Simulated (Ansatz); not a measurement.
## Run report: SnTe, single-point calculation

System: SnTe (Fm-3m, 2 atoms in the cell).
Method: DFT, LDA, plane waves, PAW, no spin polarisation (Ansatz 0.2.0).

The structure derives from an entry of the Crystallography Open Database. The geometry comes from this level: r2SCAN.

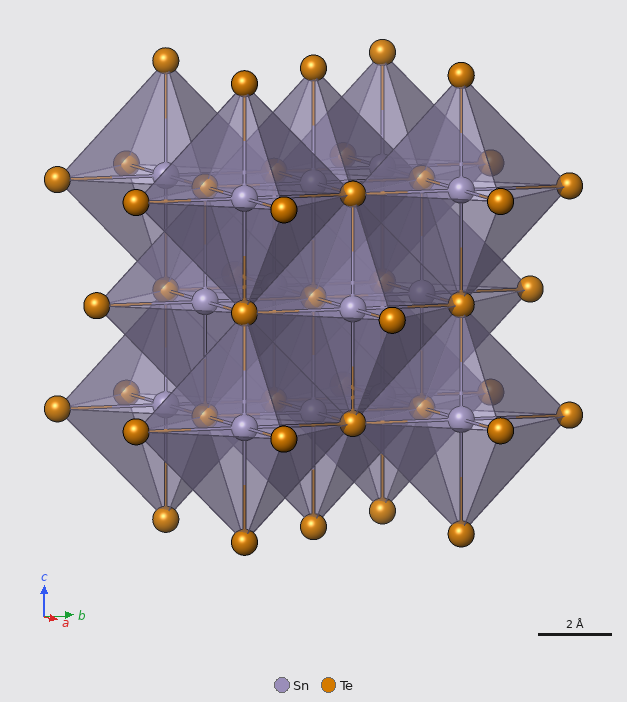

The input geometry (polyhedral view of the cell 4 times as large as that of the calculation, set on its symmetry axes, seen slightly off an axis; polyhedra are completed across the faces of the cell).

Summary:

- outcome: converged
- space group (tolerance 0.01 Å): Fm-3m (225)
- electrons treated: 30
- free energy: −12707.2338 eV
- Fermi energy: 8.769 eV
- band gap: none (metallic)
- pressure: −2.93 GPa
- largest force (length of the vector): under 0.001 eV/Å
- hardware: 2 threads of Arm Neoverse V2, 24 GiB of memory available, shared host
- wall time: 1.5 s (CPU time 2.9 s)
- peak memory: 0.33 GiB

Input:
```yaml
crystal:
  lattice:
    - [0.0, 3.189354573, 3.189354573]
    - [3.189354573, 0.0, 3.189354573]
    - [3.189354573, 3.189354573, 0.0]
  atoms:
    - { symbol: Sn, position: [0.0, 0.0, 0.0] }
    - { symbol: Te, position: [0.5, 0.5, 0.5] }
kpoints:
  mp_grid: { grid: [8, 8, 8] }
  band_path:
    path:
      - [0.0, 0.0, 0.0]
      - [0.5, 0.0, 0.5]
      - [0.625, 0.25, 0.625]
      - [0.375, 0.375, 0.75]
      - [0.5, 0.5, 0.5]
      - [0.5, 0.25, 0.75]
    npoints: 1
hamiltonian:
  xc: lda
scf:
  occupations: { method: fermi_dirac, width: 0.02 }
  n_extra_bands: 4
output:
  forces: true
  stress: true
  eigenvalues: true
```

Command:
```bash
ansatz run input.yaml --threads 2 --pin off --max-ram 4608MiB --backend cpu --events-out ev --progress --plain --runs-dir out
```

The program's output:
```
scf.n_extra_bands = 4 over 15 filled bands (N_el = 30.0): the run solves 19 bands
Engine: ansatz 0.2.0, aarch64-unknown-linux-gnu
Pseudopotentials: kind: paw
Pseudopotential: Sn, paw, valence charge 14, recommended cutoff 420 eV (normal), Sn.paw.azcp
Pseudopotential: Te, paw, valence charge 16, recommended cutoff 420 eV (normal), Te.paw.azcp
Functional definition: SPW92
  exchange = slater_x
  correlation = pw_c
Crystal: 2 atoms, lattice volume = 64.884 Å³
Basis set: ecut = 420 eV, 1243 PW (Γ)
Bands: 19, of which v1, the nominal top of the filled ones, is band 15 counted from 1 (14 counted from 0)
Symmetry: 48 space group operations
Space group: Fm-3m (ITA 225), of the structure as read, at distance tolerance 4.0e-5 Å
k-points: 29 of 512
Non-local potential: Sn, projectors of the file, l = 0: 2, l = 1: 2, l = 2: 2, l = 3: 2
Non-local potential: Te, projectors of the file, l = 0: 2, l = 1: 2, l = 2: 2, l = 3: 2
PAW form: soft (Blöchl's): semilocal exchange-correlation on the pseudo side does not see the compensation charge
PAW frozen core: Sn, regenerated for the run's functional, and the local potential with it (the file was generated under x = pbe(κ = 0.804, μ = 0.2195149727645171), c = pbe(β = 0.06672455060314922))
PAW frozen core: Te, regenerated for the run's functional, and the local potential with it (the file was generated under x = pbe(κ = 0.804, μ = 0.2195149727645171), c = pbe(β = 0.06672455060314922))
PAW one-centre angular grid: Sn, 590 points (default); XC on 64 Gauss nodes
PAW one-centre angular grid: Te, 590 points (default); XC on 64 Gauss nodes
Initial density: superposition of atomic densities (neutral atoms: chi_scale 0, normalization atom), corrected by the library's trained network
Initial wavefunctions: pseudopotential atomic-orbital guess
Functional: x = slater, c = lda
SCF iter   1: F=—  HF=-12707.239467 eV  |F-HF|=—  |Δ(HF+E_count)|=         —  Δρ=5.14e-3  dr2=7.25e-3  ethr=1.77e-3  ⟨swp⟩=6.4  Hψ=2922  notcnv=0
preconditioner: auto → Kerker (q_TF=auto, 2.399 Å⁻¹)  [metal: Δε(μ)=0.008 eV  Ē_g=8.480 eV  σ=0.020 eV  W_gap=0.11  n_scr=14 (ndim 8)  ℏωp=14.6 eV  f_vac=0.012  D(μ)=0.39/eV (n_scr^D=0)]
SCF iter   2: F=—  HF=-12707.234566 eV  |F-HF|=—  |Δ(HF+E_count)|=   4.90e-3  Δρ=2.64e-3  dr2=2.04e-3  ethr=2.42e-5  ⟨swp⟩=2.1  Hψ=1162  notcnv=0
SCF iter   3: F=—  HF=-12707.233859 eV  |F-HF|=—  |Δ(HF+E_count)|=   7.07e-4  Δρ=4.02e-4  dr2=1.37e-4  ethr=6.79e-6  ⟨swp⟩=2.6  Hψ=1010  notcnv=0
SCF iter   4: F=—  HF=-12707.233826 eV  |F-HF|=—  |Δ(HF+E_count)|=   3.30e-5  Δρ=2.10e-4  dr2=1.91e-5  ethr=4.58e-7  ⟨swp⟩=2.0  Hψ=987  notcnv=0
SCF iter   5: F=—  HF=-12707.233802 eV  |F-HF|=—  |Δ(HF+E_count)|=   2.39e-5  Δρ=2.87e-5  dr2=7.54e-7  ethr=6.35e-8  ⟨swp⟩=2.0  Hψ=987  notcnv=0
SCF iter   6: F=—  HF=-12707.233802 eV  |F-HF|=—  |Δ(HF+E_count)|=   2.37e-7  Δρ=1.96e-5  dr2=3.34e-7  ethr=3.33e-10  ⟨swp⟩=6.5  Hψ=2595  notcnv=0
SCF iter   7: F=-12707.233802 eV  HF=-12707.233802 eV  |F-HF|=3.24e-9  |Δ(HF+E_count)|=   1.73e-7  Δρ=3.54e-6  dr2=1.50e-8  ethr=3.33e-10  ⟨swp⟩=3.1  Hψ=2320  notcnv=0
SCF 1 converged in 7 iterations: F = -12707.233802 eV  dr2 = 1.50e-8
  greatest PAW one-centre occupation: 0.999 electrons in one spin orbital (limit 2), on the Te atom at site 1 (counted from 0), in its partial waves of l = 2
```

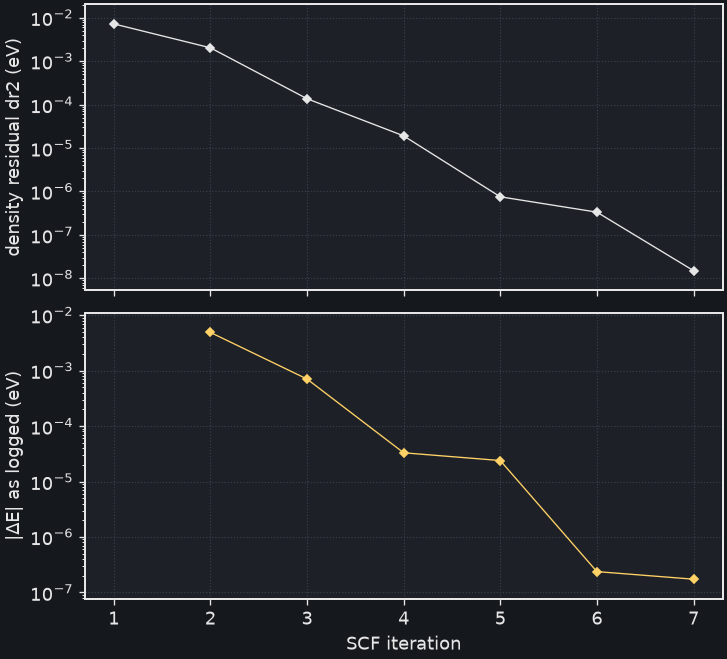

Convergence of the self-consistent field: density residual dr2 and size of the energy change against the SCF iteration. The residual falls at every step.

```
NSCF: frozen V_eff on 6 k-points
SCF converged after 7 iterations
Free energy (F): -12707.233802 eV
Harris-Foulkes:  -12707.233802 eV  (|F-HF|=3.24e-9)
Internal energy: -12707.233371 eV  (E = F + TS)
E sigma→0 (E₀):  -12707.233586 eV
Entropy (-TS):   -0.000431 eV (-0.216 meV/atom)
Fermi energy:    8.769029 eV
--- Per-component energies (eV) ---
  E_band       = -375.254861
  E_kinetic    = 367.449444
  E_local      = -2221.517380  (includes V_loc(G=0)·N_el)
  E_nonlocal   = -333.267996
  E_hartree    = 1374.090344
  E_xc         = -503.251250
  E_vxc        = -203.644447  (∫ρ·V_xc dr)
  E_paw        = -8501.668334  (= ΣΔE_a)
  E_vpaw       = -732.450378  (= ΣTr[D̂ρ^β])
  E_aug_tail   = -0.000217  (compensation charges beyond the density's cutoff)
  E_ewald      = -2890.171541
  E_core_change = 1.103559  (= ΣΔE_core)
  E_smearing   = -0.000431  (= −TS)
  E_closure    = -0.000000  (closes the sum)
  Σ components = -12707.233802   (vs F -12707.233802, Δ=0.00e0)
--- Forces (eV/Å), atoms counted from 1 ---
  atom   1  Sn     0.00000000     0.00000000     0.00000000
  atom   2  Te     0.00000000     0.00000000     0.00000000
  max |Σ_I F_I| component: 1.95e-29 eV/Å
--- Stress (GPa, compression-positive) ---
       -2.934715       0.000000      -0.000000
        0.000000      -2.934715       0.000000
        0.000000      -0.000000      -2.934715
  P = ⅓ Tr σ = -2.9347 GPa (-29.347 kbar)
--- Band table (eV; the first three rows and the last of 29) ---
  k-point 0: bands = ["-28.0437", "-28.0437", "-28.0389", "-28.0389", "-28.0389", "-12.9637", "-12.9637", "-12.9572", "-12.9572", "-12.9572", "-3.7784", "3.8148", "6.7857", "6.7857", "6.7857", "12.0104", "12.0104", "12.0104", "13.6942"]
  k-point 1: bands = ["-28.0437", "-28.0437", "-28.0388", "-28.0388", "-28.0388", "-12.9644", "-12.9644", "-12.9570", "-12.9565", "-12.9565", "-3.6550", "3.2337", "6.8099", "6.8099", "7.1737", "11.3903", "11.3958", "11.3958", "13.5949"]
  k-point 2: bands = ["-28.0436", "-28.0436", "-28.0387", "-28.0386", "-28.0386", "-12.9661", "-12.9661", "-12.9565", "-12.9545", "-12.9545", "-3.3096", "2.1046", "6.8955", "6.8955", "7.7791", "10.3448", "10.3603", "10.3603", "13.9678"]
  k-point 28: bands = ["-28.0438", "-28.0433", "-28.0385", "-28.0385", "-28.0378", "-12.9742", "-12.9642", "-12.9544", "-12.9544", "-12.9479", "-2.2561", "1.4639", "4.2244", "4.2244", "7.9881", "9.6029", "13.3912", "13.3912", "14.6757"]
```

File bands.tsv:
```
# k_distance	band_0	band_1	band_2	band_3	band_4	band_5	band_6	band_7	band_8	band_9	band_10	band_11	band_12	band_13	band_14	band_15	band_16	band_17	band_18
# fermi_ev = 8.769029
# lock_threshold_ev = 1e-6
# [0, 0, 0] at k_distance = 0.000000
# [0.5, 0, 0.5] at k_distance = 0.985025
# [0.625, 0.25, 0.625] at k_distance = 1.333283
# [0.375, 0.375, 0.75] at k_distance = 1.936485
# [0.5, 0.5, 0.5] at k_distance = 2.539687
# [0.5, 0.25, 0.75] at k_distance = 3.236205
# levels_relative_to = fermi_ev
# free_energy_ev = -12707.233802
# largest_residual_norms_ev = 2.417e-4 3.454e-4 2.824e-4 3.645e-4 3.446e-4 4.151e-4 4.868e-4 3.785e-4 4.339e-4 9.981e-4 8.040e-4 1.120e-3 2.212e-3 1.601e-3 1.568e-3 1.769e-3 8.590e-4 1.574e-3 1.064e-3
0.000000	-36.812723	-36.812723	-36.807894	-36.807894	-36.807894	-21.732777	-21.732777	-21.726231	-21.726231	-21.726231	-12.547396	-4.954211	-1.983327	-1.983327	-1.983327	3.241362	3.241362	3.241362	4.925217
0.985025	-36.813067	-36.812271	-36.808205	-36.806852	-36.806852	-21.748096	-21.729506	-21.728741	-21.716928	-21.716928	-11.106223	-6.523413	-5.265413	-3.506798	-3.506798	2.373335	4.703027	4.703027	6.047124
1.333283	-36.812888	-36.812340	-36.807847	-36.807080	-36.807003	-21.744244	-21.732224	-21.726276	-21.719325	-21.718241	-11.070146	-7.342040	-4.882837	-3.029534	-2.601699	2.950998	3.008765	4.237004	5.337136
1.936485	-36.812888	-36.812340	-36.807847	-36.807080	-36.807003	-21.744244	-21.732224	-21.726276	-21.719325	-21.718241	-11.070146	-7.342040	-4.882837	-3.029534	-2.601699	2.950998	3.008765	4.237004	5.337136
2.539687	-36.812559	-36.812559	-36.807597	-36.807330	-36.807330	-21.737730	-21.737730	-21.724899	-21.720418	-21.720418	-11.368547	-8.170781	-1.641225	-1.641225	-0.003181	0.003181	0.433435	0.433435	7.666678
3.236205	-36.812868	-36.812349	-36.807517	-36.807517	-36.806851	-21.743261	-21.733273	-21.723383	-21.723383	-21.716929	-11.025145	-7.305137	-4.544666	-4.544666	-0.780889	0.833832	4.622144	4.622144	5.906638
```
